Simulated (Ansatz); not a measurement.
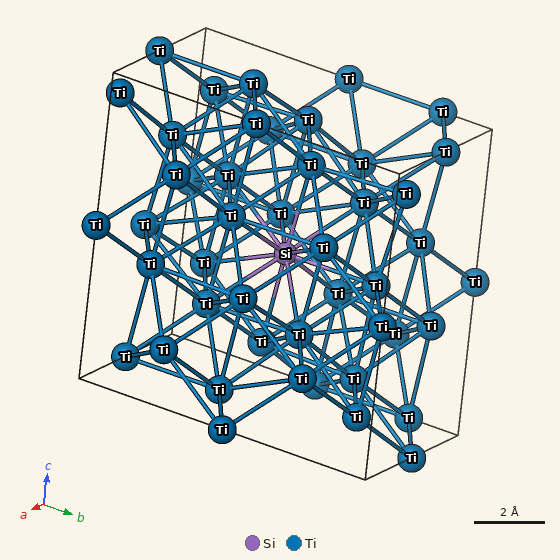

Figure: ball-and-stick view slightly off an axis. The edges of the supercell are marked. The host is Ti, in a cell of 32 sites, and the cell is neutral.

**Name the defect and give its surroundings.**

Silicon on a titanium site (a substitutional impurity). It is bonded to twelve Ti in an anticuboctahedral arrangement at about 2.8 to 2.9 Å.

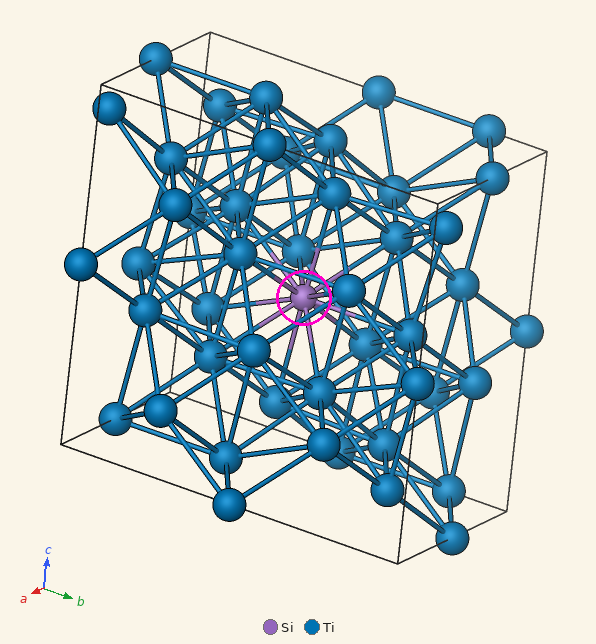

The same cell with a ring at the defect's site.

The atoms were relaxed in the host's cell with DFT PBE, scalar-relativistic, plane waves, PAW in Ansatz.
